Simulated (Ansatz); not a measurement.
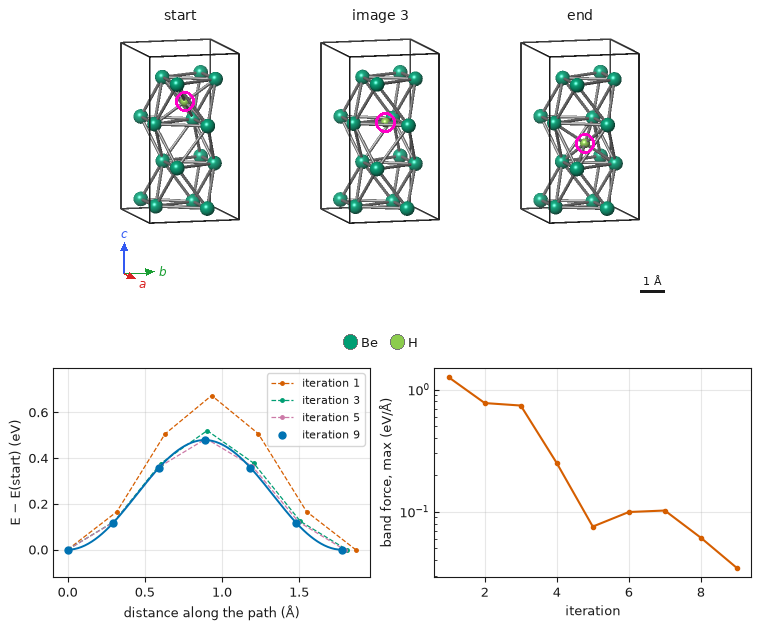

A search for the minimum-energy path of Be with an interstitial H (17 atoms in the cell) by the nudged elastic band. Images are numbered from 0 (start) to 6 (end). The plot follows the band through its iterations. Style: ball-and-stick. Shown: the simulation cell (origin moved), slightly off an axis. The moving atom is ringed, with any periodic copies. Bonds to atoms that aren't drawn are left out.

Theory: DFT PBE, scalar-relativistic, plane waves, PAW (Ansatz). Set-up: plane-wave cutoff 420 eV; k-point mesh 5 × 5 × 3; Fermi-Dirac smearing 0.15 eV; 5 movable images; climbing image; force threshold 0.05 eV/Å; iteration limit 26; starting path by image-dependent pair potential.

Q: How did the profile develop, and is the result final?

A: The result is final at these settings. The band converged in 9 iterations. The largest component of the band force went from 1.3 to 0.035 eV/Å. The climbing image converged on the top of the path. A check of its curvatures found one unstable direction (−3 eV/Å²), as a transition state must have. The first iteration put the highest image at 0.67 eV. The two ends have the same energy, and the highest point, image 3, lies 0.48 eV above the start.

Limits of the set-up: the periodic images lie only 4.0 Å apart, so the values are limited by the cell's size.
